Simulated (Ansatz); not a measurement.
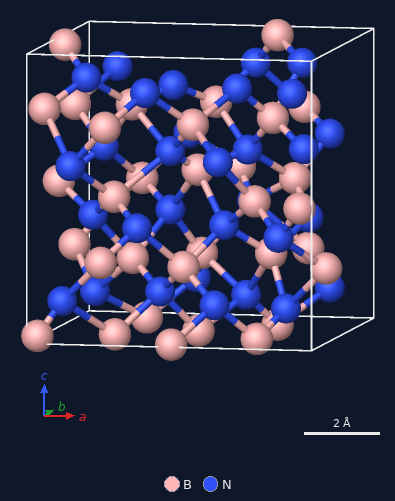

Starting frame of a dynamics run of an amorphous cell of composition B32N32 (64 atoms in the cell). A ball-and-stick model of the simulation cell, seen slightly off an axis. Bonds to atoms that aren't drawn are left out.

Theory: DFT, PBEsol, PAW, plane waves in Ansatz.

Set-up: plane-wave cutoff 420 eV; k-point mesh 1 × 1 × 1; Fermi-Dirac smearing 0.01 eV; Langevin thermostat (NVT); set temperature 6000 K, then 6000 K at the end of 240 steps, then to 300 K over 360 steps; time step 2.5 fs. The run takes 1.50 ps.

**Predict how the run goes.**

Under the programmed temperature the kinetic temperature goes from 6438 K (first eighth) to 1365 K (last eighth), with a peak of 7268 K. That is well off the final set point of 300 K. The potential energy in the second half lies on average 178 meV per atom above the first frame. In the second half of the run the atoms are, in the root-mean-square, this far from where they began (common drift taken out): B 3.59 Å, N 2.78 Å. That is a large part of the typical shortest distance between atoms in the first frame, about 1.5 Å and still growing: the atoms leave their places as in a liquid.

Along the run:

| time (fs) | potential energy (meV/atom) | T (K) |
| --- | --- | --- |
| 0.0 | 0.0 | 5906 |
| 247.5 | 600.3 | 6969 |
| 497.5 | 726.5 | 7268 |
| 747.5 | 707.2 | 5816 |
| 997.5 | 334.4 | 4276 |
| 1247.5 | 27.7 | 2052 |
| 1497.5 | -358.4 | 679 |

The frame at 1.50 ps:

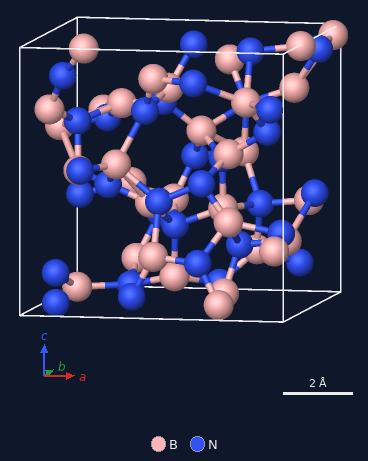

Limits of the set-up: the program's low-accuracy preset was used; the periodic images lie only 7.9 Å apart, so the values are limited by the cell's size.

The run took 13 min on 7 threads of Arm Neoverse-V2, peak memory 0.78 GiB.
